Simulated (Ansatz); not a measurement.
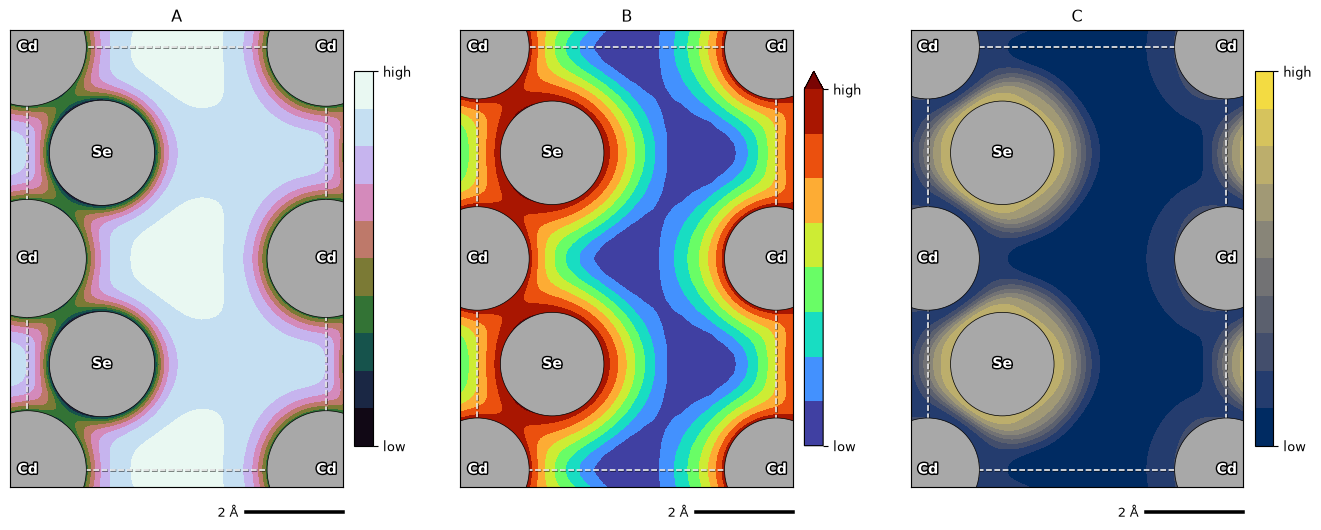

CdSe: 3 fields on the (101) plane of the conventional cell, with unlabelled colour scales. Grey discs cover the atomic cores.

Space group F-43m; started from the zincblende prototype, which need not be the ambient phase.

Method: DFT, PBE, plane waves, PAW in Ansatz 0.2.0.

```
Cd Se
1.0
     6.13556    0.00000    0.00000
     0.00000    0.00000   -6.13556
     0.00000    6.13556    0.00000
Cd Se
4 4
Direct
  0.50000 0.50000 0.00000
  0.00000 0.50000 0.50000
  0.00000 0.00000 0.00000
  0.50000 0.00000 0.50000
  0.25000 0.75000 0.25000
  0.75000 0.75000 0.75000
  0.75000 0.25000 0.25000
  0.25000 0.25000 0.75000
```

Q: Match the panels to the quantities (electron localisation function, electrostatic potential energy of an electron and valence pseudo-density).

A: Panel A: electrostatic potential energy of an electron (low next to the atoms, rising into the space between them). Panel B: valence pseudo-density. Panel C: electron localisation function. From the grid: Cd–Se (2.66 Å): ρ at the midpoint is about 0.37 e/Å³; the ELF is about 0.40 at the midpoint.
